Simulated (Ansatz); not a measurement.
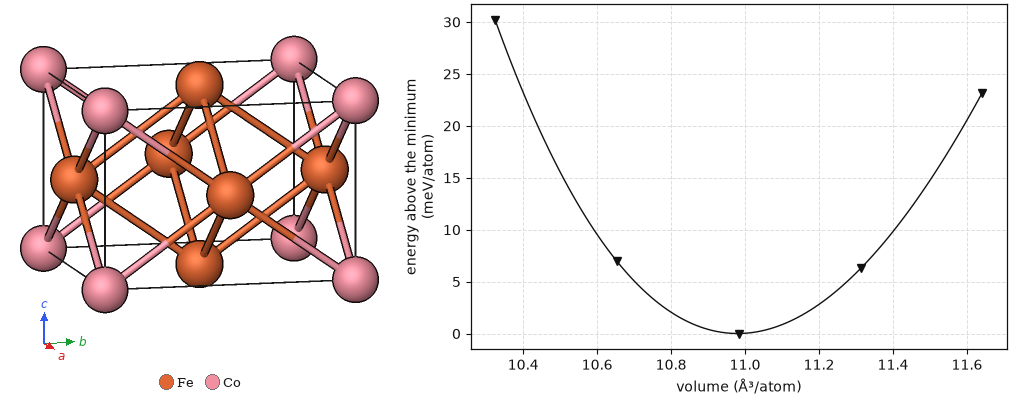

The picture above shows the energy above the minimum against volume for Fe₃Co, space group P4/mmm (No. 123). The conventional cell is drawn beside the plot.

The given structure:
```
Fe Co
1.0
     3.96737    0.00000    0.00000
     0.00000    3.96737    0.00000
     0.00000    0.00000    2.79112
Fe Co
3 1
Direct
  0.50000 0.50000 0.00000
  0.50000 0.00000 0.50000
  0.00000 0.50000 0.50000
  0.00000 0.00000 0.00000
```

Method: third-order Birch-Murnaghan fit to density functional energies at scaled volumes of the given relaxed cell, shape and atoms relaxed at each volume; energies count from the fitted minimum; plane waves with PAW datasets, Γ-centred k mesh (Ansatz 0.2.0). Level: PBEsol, collinear spin. The state reached is ferromagnetic.

- wave cutoff: 420 eV
- k mesh: 10×10×16
- occupations: Gaussian
- smearing width: 0.1 eV

From this curve and the settings, what does the calculation give for the pressure and largest moment at the same points?

The pressure falls from 15.58 GPa at volume 10.324 Å³/atom to −10.63 GPa at 11.642 Å³/atom, and changes sign near 10.98 Å³/atom. The largest moment rises from 2.46 μB at volume 10.324 Å³/atom to 2.64 μB at 11.642 Å³/atom.

| volume (Å³/atom) | pressure (GPa) | largest moment (μB) |
| --- | --- | --- |
| 10.324 | 15.58 | 2.46 |
| 10.654 | 7.09 | 2.50 |
| 10.983 | 0.00 | 2.55 |
| 11.313 | −5.79 | 2.59 |
| 11.642 | −10.63 | 2.64 |

Keep in mind: bands unlocked at the loops exit; forces off the residual converged image; levels loosely converged.
